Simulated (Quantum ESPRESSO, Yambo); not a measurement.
# Sb (buckled honeycomb monolayer): G0W0 with Yambo, start to end, part 2 of 2

How does a plane-wave GW calculation on Sb (buckled honeycomb monolayer) run from the first input to the gap?

Quantum ESPRESSO 7.5 and Yambo 5.3.0; PBE and many-body steps on it, plane waves. Known limits of the many-body steps: not at the basis limit; no spin-orbit coupling.

So far. Step 3 (Bands along the symmetry lines): The gap is 1.297 eV, −0.017 eV from the run before at this level. Step 4 (Empty states on the mesh, 6×6×1 mesh, 164 bands): On this mesh the gap is 1.314 eV.

## 5. Conversion and set-up

This step: Yambo 5.3.0; conversion and set-up on PBE, plane waves, norm-conserving pseudopotentials.

The states are converted to the many-body program's format and the q mesh is built.

The run is started by

```
$ (cd o/x.save; p2y > p2y.log; mv SAVE ../..); yambo > setup.log
```

Log:

```text
 Yambo, version 5.3.0

 [02] CORE Variables Setup
 =========================

  [02.01] Unit cells
  ==================

  Cell kind             :  HCP
  Atoms in the cell     :  Sb
  number of Sb atoms    :  2

  List of atomic masses
  Mass of Sb    :  121.7600

  List of atomic coordinates    : [cc]
  Sb1       : -0.51595E-09   4.5029       11.683      order 1
  Sb2       :   3.89966   2.25147  14.77352  order 2

  Alat factors          :   7.79933   6.75441  26.45617 [a.u.]
  Direct lattice volume :   1393.71    [a.u.]
  Direct lattice vectors:  A[ 1 ]  A[ 2 ]  A[ 3 ]
   A[ 1 ]:   1.0000      0.27978E-10   0.0000      [iru]
    7.7993      0.18897E-09   0.0000      [cc]
   A[ 2 ]: -0.500000  1.000000  0.000000  [iru]
  -3.899663  6.754414  0.000000  [cc]
   A[ 3 ]:  0.000000  0.000000  1.000000  [iru]
    0.00000   0.00000  26.45617  [cc]

  Recip. lattice volume :  0.177979 [a.u.]
  Recip. lattice vectors:  B[ 1 ]  B[ 2 ]  B[ 3 ]
   B[ 1 ]:  1.000000  0.500000  0.000000  [iku]
   0.805606  0.465117 -0.000000  [cc]
   B[ 2 ]: -0.27978E-10   1.0000       0.0000      [iku]
  -0.22539E-10  0.93023       0.0000      [cc]
   B[ 3 ]:  0.000000  0.000000  1.000000  [iku]
   0.000000 -0.000000  0.237494  [cc]

  [02.02] Symmetries
  ==================

  Inversion symmetry    : yes
  Spatial inversion     : yes
  Inversion index       :   7
  K-space Time-reversal : no
  Magnetic symmetries   : no
  Group table correct   : yes
  Symmetries units      :  [cc]

   [S  1]:   1.0000      0.11768E-27   0.0000     -0.21996E-16   1.0000       0.0000       0.0000       0.0000       1.0000
   [S  2]:   1.0000      0.48459E-10   0.0000      0.55955E-10  -1.0000       0.0000       0.0000       0.0000      -1.0000
   [S  3]: -0.500000  0.866025  0.000000 -0.866025 -0.500000  0.000000  0.000000  0.000000  1.000000
[...]
[S 11]:  0.500000  0.866025  0.000000  0.866025 -0.500000  0.000000  0.000000  0.000000  1.000000
   [S 12]:  0.500000 -0.866025  0.000000 -0.866025 -0.500000  0.000000  0.000000  0.000000  1.000000

  [02.03] Reciprocal space
  ========================

  nG shells         :   6835
  nG charge         :  155503
  nG WFs            :  22887
  nC WFs            :  19458
  G-vecs. in first 80 shells:  [ Number ]
     1    3    5    7   13   15   27   39   51
    53   65   67   79   85   97   99  111  123
   135  141  153  165  167  179  191  203  215
[...]
813   825   837   839   851   863   887   899
  ...
  Shell energy in first 80 shells:  [ mHa ]
[...]
4061.05      4118.18      4147.82      4345.24      4410.56      4493.72      4550.84      4599.05      4710.41
    4766.09      4833.58      4909.27      5143.08      5192.01      5198.76      5220.21      5275.89      5304.82
    5313.01      5359.05      5445.83      5527.54      5624.68      5643.24      5652.88      5698.92
  ...

[...]
K/Q-points units:
  rlu = crystal or reduced units; cc = cartesian coordinates; iku = interal k-units

  K [1]          [rlu]:  0.000000  0.000000  0.000000
         WF components:  19441
  K [2]          [rlu]: -0.16919E-26  0.16667       0.0000
         WF components:  19426
  K [3]          [rlu]: -0.33838E-26  0.33333       0.0000
         WF components:  19432
  K [4]          [rlu]:  0.18176E-26 -0.50000       0.0000
         WF components:  19432
  K [5]          [rlu]:  0.166667  0.166667  0.000000
         WF components:  19427
  K [6]          [rlu]:  0.166667  0.333333  0.000000
         WF components:  19416
  K [7]          [rlu]:  0.333333  0.333333  0.000000
         WF components:  19458

  [02.05] Energies & Occupations
  ==============================

  [X] === General ===
  [X] Electronic Temperature                        :  0.000000  0.000000 [eV K]
  [X] Bosonic    Temperature                        :  0.000000  0.000000 [eV K]
  [X] Finite Temperature mode                       : no
  [X] El. density                                   :  0.22273E+24 [cm-3]
  [X] Fermi Level                                   : -0.091652 [eV]

  [X] === Gaps and Widths ===
  [X] Conduction Band Min                           :  1.313505 [eV]
  [X] Valence Band Max                              :  0.000000 [eV]
  [X] Filled Bands                                  :  23
  [X] Empty Bands                                   :   24  164
  [X] Direct Gap                                    :  1.577658 [eV]
  [X] Direct Gap localized at k                     :  1
  [X] Indirect Gap                                  :  1.313505 [eV]
  [X] Indirect Gap between kpts                     :  1  3
  [X] Last valence band width                       :  1.770320 [eV]
  [X] 1st conduction band width                     :  0.892837 [eV]

  E @ K [1]:  [eV]
  -143.7225 -143.7218  -96.6936  -96.6936  -96.6896  -96.6896  -96.6480  -96.6443
[...]
occ @ K [1]
[...]
E @ K [2]:  [eV]
[...]
occ @ K [2]
[...]
E @ K [3]:  [eV]
[...]
occ @ K [3]
[...]
E @ K [4]:  [eV]
[...]
occ @ K [4]
[...]
E @ K [5]:  [eV]
[...]
occ @ K [5]
[...]
E @ K [6]:  [eV]
[...]
occ @ K [6]
[...]
E @ K [7]:  [eV]
[...]
occ @ K [7]
[...]
0.000000  0.000000  0.000000  0.000000  0.000000  0.000000  0.000000  0.000000
   0.000000  0.000000  0.000000  0.000000  0.000000  0.000000  0.000000  0.000000

 [03] Transferred momenta grid and indexing
 ==========================================

 IBZ Q-points                                      :   7
 BZ  Q-points                                      :   36

 K/Q-points units:
 rlu = crystal or reduced units; cc = cartesian coordinates; iku = interal k-units

 Q [1]          [rlu]:  0.000000  0.000000  0.000000
 Q [2]          [rlu]: -0.42332E-17  0.16667       0.0000
 Q [3]          [rlu]: -0.84664E-17  0.33333       0.0000
 Q [4]          [rlu]:  0.12700E-16 -0.50000       0.0000
 Q [5]          [rlu]:  0.166667  0.166667  0.000000
 Q [6]          [rlu]:  0.166667  0.333333  0.000000
 Q [7]          [rlu]:  0.333333  0.333333  0.000000

  [03.01] X indexes
  =================

   [03.01.01] Sigma indexes
   ========================

 [06] Game Over & Game summary
```

Elapsed: 2.3 s, on 1 MPI rank of Arm Neoverse V2, shared host; peak memory 0.26 GiB.

## 6. Screening and self-energy, 6×6×1 mesh, 164 bands, screening to 142.9 eV

Now the one-shot GW correction: screening in the RPA, then the self-energy of the levels asked for.

This step: G0W0 on PBE, plane waves, norm-conserving pseudopotentials.

Contents of gw1.in:

```
HF_and_locXC
gw0
dyson
ppa
em1d
rim_cut
rim_w
RandQpts= 3000000
RandGvec= 100 RL
CUTGeo= "slab z"
RandGvecW= 9 RL
EXXRLvcs= 88 Ry
VXCRLvcs= 352 Ry
Chimod= "HARTREE"
% BndsRnXp
 1 | 164 |
%
NGsBlkXp= 10.5 Ry
% LongDrXp
 1 | 1 | 0 |
%
% GbndRnge
 1 | 164 |
%
DysSolver= "n"
ExtendOut
PPAPntXp= 27.21138 eV
% QPkrange
 1 | 7 | 21 | 26 |
%
```

The run is started by

```
$ OMP_NUM_THREADS=1 mpirun -n 4 yambo -F gw1.in -J gw1 -C gw1 > gw1.log
```

Log:

```text
 Yambo, version 5.3.0

 [02] CORE Variables Setup
 =========================

  [... cell, symmetries and grids as in the set-up ...]

  [02.05] Energies & Occupations
  ==============================

  [X] === General ===
  [X] Electronic Temperature                        :  0.000000  0.000000 [eV K]
  [X] Bosonic    Temperature                        :  0.000000  0.000000 [eV K]
  [X] Finite Temperature mode                       : no
  [X] El. density                                   :  0.22273E+24 [cm-3]
  [X] Fermi Level                                   : -0.091652 [eV]

  [X] === Gaps and Widths ===
  [X] Conduction Band Min                           :  1.313505 [eV]
  [X] Valence Band Max                              :  0.000000 [eV]
  [X] Filled Bands                                  :  23
  [X] Empty Bands                                   :   24  164
  [X] Direct Gap                                    :  1.577658 [eV]
  [X] Direct Gap localized at k                     :  1
  [X] Indirect Gap                                  :  1.313505 [eV]
  [X] Indirect Gap between kpts                     :  1  3
  [X] Last valence band width                       :  1.770320 [eV]
  [X] 1st conduction band width                     :  0.892837 [eV]

 [03] Transferred momenta grid and indexing
 ==========================================

 IBZ Q-points                                      :   7
 BZ  Q-points                                      :   36

 K/Q-points units:
 rlu = crystal or reduced units; cc = cartesian coordinates; iku = interal k-units

 Q [1]          [rlu]:  0.000000  0.000000  0.000000
 Q [2]          [rlu]: -0.42332E-17  0.16667       0.0000
 Q [3]          [rlu]: -0.84664E-17  0.33333       0.0000
 Q [4]          [rlu]:  0.12700E-16 -0.50000       0.0000
 Q [5]          [rlu]:  0.166667  0.166667  0.000000
 Q [6]          [rlu]:  0.166667  0.333333  0.000000
 Q [7]          [rlu]:  0.333333  0.333333  0.000000

 [04] Coloumb potential Random Integration (RIM)
 ===============================================

 Performing RIM of v_slab

  [04.01] RIM initialization
  ==========================

  * Diagonal components only detected *

  8 x (sBL volume)        :  0.039551 [a.u.]
  sBZ random points       :  3000000
  Points outside the sBZ  :  24000829
  RL volume               :  0.177979 [a.u.]
  Integrated volume       :  0.177973 [a.u.]

  [04.02] RIM integrals
  =====================

  Gamma point sphere radius             :  0.036404 [a.u.]
  Points outside the sphere             :  2398884
  [Int_sBZ(q=0) 1/q^2]*(Vol_sBZ)^(-1/3) =:  7.385819
                                 should be <:  7.795600

  Summary of Coulomb integrals for non-metallic bands |Q|[au] RIM/Bare

  Q [1] 0.100000E-4 0.947434 * Q [2] 0.155039 0.953725
  Q [5] 0.268535 1.010255 * Q [3] 0.310078 1.014225
  Q [6] 0.410195 1.014662 * Q [4] 0.465117 1.013136
  Q [7] 0.537071 1.010659
  Non-periodic chartesian directions : none
  Optical renormalization            :  26.45617 [au]
  Polarizability dimension           : length

 [05] Coloumb potential CutOffslab
 =================================

 Cut directionsZ
 Slab Cutoff:Z
 Symmetry test passed : yes

 [06] Dipoles
 ============

  [06.01] Setup: observables and procedures
  =========================================

 [07] Dynamic Dielectric Matrix (PPA)
 ====================================

 [WR./gw1//ndb.pp]---------------------------------------------------------------
  Brillouin Zone Q/K grids (IBZ/BZ)                :    7   36    7   36
  RL vectors                                       :  22895 [WF]
  Coulomb cutoff potential                         : slab z
  Electronic Temperature                           :  0.000000 [K]
  Bosonic    Temperature                           :  0.000000 [K]
  PPA    diel. fun.  energies                      : Perdew, Burke & Ernzerhof(X)+Perdew, Burke & Ernzerhof(C)
  wavefunctions                                    : Perdew, Burke & Ernzerhof(X)+Perdew, Burke & Ernzerhof(C)
  Global Gauge                                     : length
  X matrix size                                    :   735
  X band range                                     :    1  164
  X e/h energy range                               : -1.000000 -1.000000 [eV]
  X Time ordering                                  : R
  X Hxc Kernel                                     : HARTREE
  X Drude frequency                                :  0.000000  0.000000
  X poles                                          :  100.0000 [o/o]
  RL vectors in the sum                            :  22895
  [r,Vnl] included                                 : yes
  Field direction                                  :  0.707107E-5  0.707107E-5   0.00000
  BZ energy Double Grid                            : no
  BZ energy DbGd points                            : 0
  BZ Q point size factor                           : -1.000000
  X Optical Averaged directions                    : none

 [08] Local Exchange-Correlation + Non-Local Fock
 ================================================

 [VXC] Plane waves :  155503
 [EXS] Plane waves :  19465

 QP @ state[ 1 ] K range:   1   7
 QP @ state[ 1 ] b range:  21  26

 [xc] Functional : Perdew, Burke & Ernzerhof(X)+Perdew, Burke & Ernzerhof(C)
 [xc] LIBXC used to calculate xc functional
  PP Number of Atomic Species                      :  1
  NLCC RL compoments                               :  155503
  PP Number of Atomic Species                      :  1
  NLCC RL compoments                               :  155503

 [xc] E_xc :  -38.17778 [Ha]
      E_xc :  -76.35556 [Ry]

  Local XC kind (lXC) : Perdew, Burke & Ernzerhof(X)+Perdew, Burke & Ernzerhof(C)
  Non-Local XC kind (nlXC) : Hartree-Fock

  Corrections @ K [1] :  [eV]
 <21|nlXC|21> = -11.75851 -0.13418E-16 <21|lXC|21> = -10.02951  0.18882E-15
 <22|nlXC|22> = -13.64657 -0.77318E-18 <22|lXC|22> = -12.65900  0.18882E-15
 <23|nlXC|23> = -13.64660  0.11053E-16 <23|lXC|23> = -12.65900 -0.56645E-15
 <24|nlXC|24> = -7.883617  0.26903E-17 <24|lXC|24> = -11.39976 -0.25323E-27
 <25|nlXC|25> = -8.017832  0.59906E-18 <25|lXC|25> = -11.90640  0.18882E-15
 <26|nlXC|26> = -8.017809  0.10971E-17 <26|lXC|26> = -11.90640 -0.47204E-16

  Corrections @ K [2] :  [eV]
 <21|nlXC|21> = -13.20278  0.27417E-18 <21|lXC|21> = -11.42604  0.47204E-16
 <22|nlXC|22> = -13.53762  0.55460E-17 <22|lXC|22> = -12.31820  0.10621E-15
 <23|nlXC|23> = -12.12031 -0.11761E-16 <23|lXC|23> = -10.48759 -0.10664E-25
 <24|nlXC|24> = -7.440654  0.13533E-17 <24|lXC|24> = -10.85441 -0.17702E-16
[...]
Corrections @ K [3] :  [eV]
[...]
Corrections @ K [4] :  [eV]
[...]
Corrections @ K [5] :  [eV]
[...]
Corrections @ K [6] :  [eV]
[...]
Corrections @ K [7] :  [eV]
[...]
<22|nlXC|22> = -13.34321 -0.32962E-17 <22|lXC|22> = -11.24082  0.23602E-16
 <23|nlXC|23> = -13.34321 -0.41917E-17 <23|lXC|23> = -11.24082 -0.37763E-15
 <24|nlXC|24> = -6.295496 -0.87266E-18 <24|lXC|24> = -9.491312  0.47204E-16
 <25|nlXC|25> = -6.302794 -0.19520E-17 <25|lXC|25> = -10.30711  0.47204E-16
 <26|nlXC|26> = -6.302799 -0.39386E-18 <26|lXC|26> = -10.30712  0.18882E-15

  [08.01] Hartree-Fock occupations report
  =======================================

  [Hartree-Fock] === General ===
  [Hartree-Fock] Electronic Temperature             :  0.000000  0.000000 [eV K]
  [Hartree-Fock] Bosonic    Temperature             :  0.000000  0.000000 [eV K]
  [Hartree-Fock] Finite Temperature mode            : no
  [Hartree-Fock] El. density                        :  0.22273E+24 [cm-3]
  [Hartree-Fock] Fermi Level                        : -0.091652 [eV]

  [Hartree-Fock] === Gaps and Widths ===
  [Hartree-Fock] Conduction Band Min                :  4.380208 [eV]
  [Hartree-Fock] Valence Band Max                   : -0.987594 [eV]
  [Hartree-Fock] Filled Bands                       :  23
  [Hartree-Fock] Empty Bands                        :   24  164
  [Hartree-Fock] Direct Gap                         :  6.081396 [eV]
  [Hartree-Fock] Direct Gap localized at k          :  1
  [Hartree-Fock] Indirect Gap                       :  5.367802 [eV]
  [Hartree-Fock] Indirect Gap between kpts          :  1  3
  [Hartree-Fock] Last valence band width            :  2.885115 [eV]
  [Hartree-Fock] 1st conduction band width          :  1.167847 [eV]

 [09] Dyson equation: Newton solver
 ==================================

  [09.01] RIM-W interpolation
  ===========================

  [WARNING] RIM-W works only for 2D semiconductors with slab cutoff
  Found compatible q grid: 2D
  q_min[ 1 ]:  0.16667      0.25476E-11   0.0000     [rlu]
   0.166667  0.083333  0.000000 [iku]
  q_min[ 2 ]:  0.42332E-17  0.16667       0.0000     [rlu]
  -0.46629E-11  0.16667       0.0000     [iku]
  G-vectors :  13
  G-vectors loaded:  139
  Number of interpolated frequencies:  2

  Evaluating coefficients q = 0
  Evaluating coefficients q = 0

  [09.02] RIM-W integrals
  =======================

  8 x (sBL volume)        :  0.039551 [a.u.]
  sBZ random points       :  3000000
  Points outside the sBZ  :  24000829
  RL volume               :  0.177979 [a.u.]
  Integrated volume       :  0.177973 [a.u.]

  [09.03] RIM integrals
  =====================

  Comparison between head Wc = W - v averages: < Wc > [au] RIM-W/RIM

   < -Wc [Q = 1] > 0.346074E-1 0.530156E-4 * < -Wc [Q = 2] > 0.005611 0.005459
   < -Wc [Q = 3] > 0.001111 0.001091 * < -Wc [Q = 4] > 0.380950E-3 0.376785E-3
   < -Wc [Q = 5] > 0.001609 0.001577 * < -Wc [Q = 6] > 0.544014E-3 0.538804E-3
   < -Wc [Q = 7] > 0.256788E-3 0.255172E-3

  Comparison between head Wc = W - v averages: < Wc > [au] RIM-W/RIM

   < -Wc [G = 1,G`=0] > 0.346074E-1 0.530156E-4 * < -Wc [G = 2,G`=0] >-0.001569 0.000000
   < -Wc [G = 3,G`=0] >-0.001569 0.000000 * < -Wc [G = 4,G`=0] > 0.193413E-4  0.00000
   < -Wc [G = 5,G`=0] > 0.193271E-4  0.00000 * < -Wc [G = 6,G`=0] > 0.697238E-4  0.00000
   < -Wc [G = 7,G`=0] > 0.697407E-4  0.00000 * < -Wc [G = 8,G`=0] >-0.463700E-5  0.00000
   < -Wc [G = 9,G`=0] >-0.509084E-5  0.00000 * < -Wc [G = 10,G`=0] >-0.462334E-5  0.00000
   < -Wc [G = 11,G`=0] >-0.481514E-5  0.00000 * < -Wc [G = 12,G`=0] >-0.505681E-5  0.00000
   < -Wc [G = 13,G`=0] >-0.479258E-5  0.00000

 [10] G0W0 (W PPA)
 =================

 [  GW  ] Bands range     :    1  164
 [GW/PPA] G damping       :  0.100000 [eV]

 QP @ state[ 1 ] K range:   1   7
 QP @ state[ 1 ] b range:  21  26

  Sc/G bands                                       :    1  164
  Sc/G damping                                     :  0.100000 ev
  Sc bands terminator                              : no
  Sx RL components                                 :  19465

  QP @ state[ 1 ] K range                          :   1   7
  QP @ state[ 1 ] b range                          :  21  26
  GF energies kind                                 : Perdew, Burke & Ernzerhof(X)+Perdew, Burke & Ernzerhof(C)
  GF WF`s kind                                     : Perdew, Burke & Ernzerhof(X)+Perdew, Burke & Ernzerhof(C)
  Xs energies kind                                 : Perdew, Burke & Ernzerhof(X)+Perdew, Burke & Ernzerhof(C)
  Xs WF`s kind                                     : Perdew, Burke & Ernzerhof(X)+Perdew, Burke & Ernzerhof(C)

 [14] Game Over & Game summary
```

Elapsed: 23 min, on 4 MPI ranks; peak memory 4.1 GiB; 1.6 h of CPU time.

This step gave:

- G0W0 gap on the mesh: 2.133 eV
- starting gap on the mesh: 1.314 eV
- k of the valence top: 0, 0, 0
- k of the conduction bottom: 0, 0.3333, 0
- least direct G0W0 gap on the computed points: 2.621 eV
- Z at the valence top: 0.7343
- Z at the conduction bottom: 0.7396

The gap on the mesh goes from 1.31 eV to 2.13 eV, a correction of +0.82 eV.

Limits: finite bands, cutoff and mesh; no spin-orbit coupling. v1 is the top filled band, c1 the lowest empty one. The levels before and after the correction (eV, zero at the valence-band top of each column):

```
           conduction bottom  valence top
Kohn-Sham               1.31         0.00
     G0W0               2.13         0.00
```

```
                    level  energy (eV)
Kohn-Sham            Γ v3       -0.568
Kohn-Sham         Γ v2-v1        0.000
Kohn-Sham            Γ c1        1.578
Kohn-Sham         Γ c2-c3        2.790
Kohn-Sham  (0 0.333 0) v3       -2.962
Kohn-Sham  (0 0.333 0) v2       -1.257
Kohn-Sham  (0 0.333 0) v1       -0.815
Kohn-Sham  (0 0.333 0) c1        1.314
Kohn-Sham  (0 0.333 0) c2        3.097
Kohn-Sham  (0 0.333 0) c3        3.569
     G0W0            Γ v3       -0.865
     G0W0         Γ v2-v1        0.000
     G0W0            Γ c1        2.621
     G0W0         Γ c2-c3        3.841
     G0W0  (0 0.333 0) v3       -3.252
     G0W0  (0 0.333 0) v2       -1.366
     G0W0  (0 0.333 0) v1       -0.992
     G0W0  (0 0.333 0) c1        2.133
     G0W0  (0 0.333 0) c2        3.988
     G0W0  (0 0.333 0) c3        4.643
```

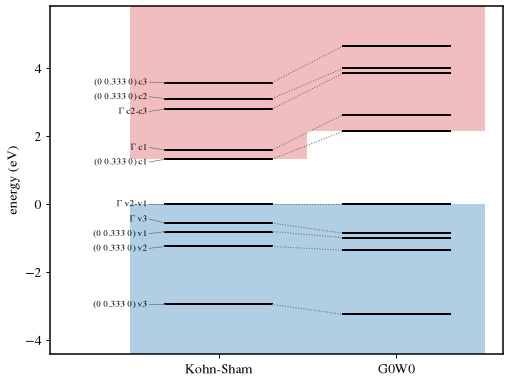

Levels before and after the correction. Shaded: valence and conduction bands.

## 7. Where the time went

Times are wall times on the hardware named with each run, good to a factor of about two.

```
                          step    time  share  memory (GiB)
                  ground state    21 s    1 %          0.73
bands along the symmetry lines    12 s    1 %          0.56
      empty states on the mesh    52 s    4 %           1.4
         conversion and set-up   2.3 s    0 %          0.26
     screening and self-energy  23 min   94 %           4.1
```

## 8. Summary of results

```json
{
  "PBE gap": "1.30 eV, indirect",
  "G0W0 gap on the mesh": "2.13 eV",
  "GW settings": "6×6×1 mesh, 164 bands, screening to 142.9 eV, Godby-Needs plasmon pole",
  "known limits": "not at the basis limit; no spin-orbit coupling"
}
```

What this shows: G0W0 moves the gap on the mesh from 1.31 eV to 2.13 eV (+0.82 eV), with Z of 0.73 and 0.74 at the edges. The dearest step here is «screening and self-energy». Against experiment, by G0W0@PBE: the direct gap of 2.62 eV lies +0.41 eV from the measured 2.21 eV (exciton, 2020). An exciton line or allowed optical edge lies below the quasiparticle gap by the binding energy; a forbidden edge can push the onset above it. The computed sheet is free-standing; a substrate or cover screens it further and lowers both gap and binding, while the exciton line moves little. The calculation has static nuclei and no excitons; a measured gap holds zero-point and thermal motion, which mostly lowers it. Bands and cutoff are finite, so the gap is not at the basis limit. The miss can reach some tenths of an eV and take either sign; the mesh is an error of its own. The many-body steps are scalar-relativistic: spin-orbit coupling is not in them.

[Paths, hosts, dates, memory and timing lines, banners, echoed tables and standing remarks are left out of the program output.]

[Logs are printed without paths, hosts, clocks, repeated set-up lines and the standing remarks that a program may print on its own settings, such as how far it seeks lower states.]

[Runs of the session that timed out or met a known fault of the program may be left out.]

[Hosts, paths, dates, database ids (printed as entryN), source tags and the programs' standing remarks are cut or masked in the printed files.]
